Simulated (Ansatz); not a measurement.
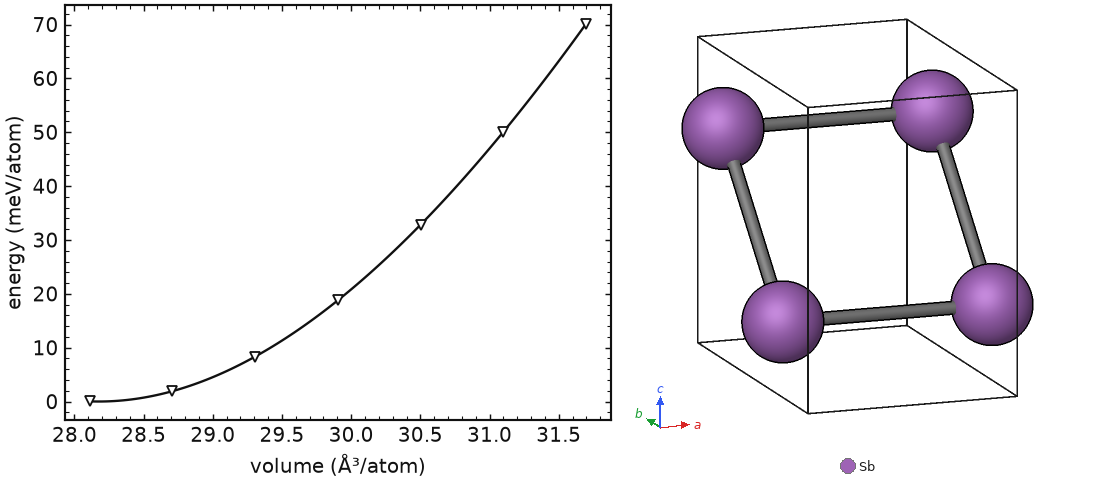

Plotted: energy against volume for Sb, space group P2_1/m (No. 11). The conventional cell is drawn beside the plot.

The given structure:
```
CELL_PARAMETERS angstrom
3.12240 0.00000 0.00000
0.00000 4.34752 0.00000
-0.03891 0.00000 4.40585
ATOMIC_POSITIONS crystal
Sb 0.01139 0.25000 0.24117
Sb 0.98861 0.75000 0.75883
```

How it was computed, with Ansatz 0.2.0: all-electron LAPW DFT, no spin polarisation; energies at scaled volumes of the given cell, shape and fractions fixed, counted from the fit's minimum, third-order Birch-Murnaghan fit. Level: LDA.

```csv
setting,value
k mesh,9×6×6
occupations,Fermi–Dirac
smearing width,0.05 eV
potentials,"all electron LAPW, scalar relativistic"
program settings,basis error eV/atom 0.001
```

From this curve and the settings, what does the calculation give for the pressure at the same points?

The pressure falls from 0.16 GPa at volume 28.11 Å³/atom to −5.73 GPa at 31.70 Å³/atom, and changes sign near 28.18 Å³/atom.

```tsv
volume (Å³/atom)	pressure (GPa)
28.11	0.16
28.71	-1.14
29.31	-2.28
29.90	-3.30
30.50	-4.20
31.10	-5.01
31.70	-5.73
```

Note: the fit and the printed pressures don't fully agree, or the minimum lies near the end of the range; shape and atomic fractions are frozen while scaling, which makes layered, chain and framework solids too stiff.
